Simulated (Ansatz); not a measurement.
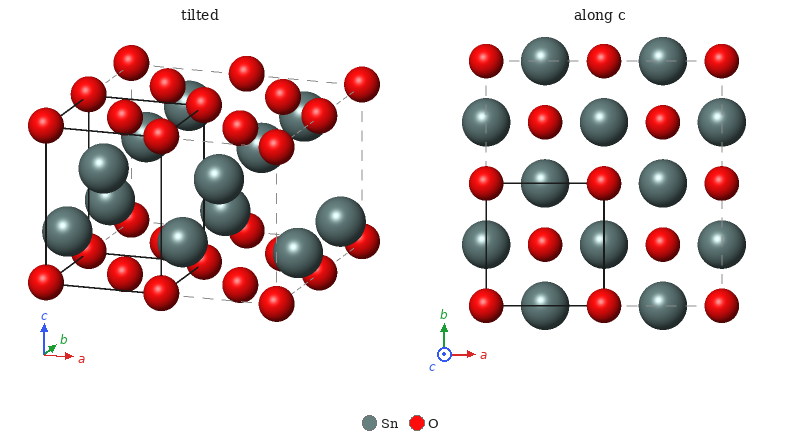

The crystal in a spheres-only representation, seen slightly off an axis and along the c axis. The drawing covers 2×2×1 cells, and the solid lines enclose one conventional unit cell.

SnO, space group Pmmn (No. 59), a = 3.73 Å, b = 3.87 Å, c = 4.95 Å, α = 90.00°, β = 90.00°, γ = 90.00°.

Results below were computed with DFT r2SCAN, scalar-relativistic, plane waves, PAW (Ansatz 0.2.0); the settings were a 500 eV plane-wave basis, a 10×10×8 k-point grid, Gaussian smearing of 0.01 eV, no spin polarisation.

### Metal or not?

A semiconductor at this level, with a gap of 0.36 eV.

### Under what pressure is the structure?

The computed pressure is 0.1 GPa, close to zero.

The structure comes from a structure listed in the Materials Project. The cell was then strained or its atoms displaced on purpose. It went into a calculation with Ansatz.
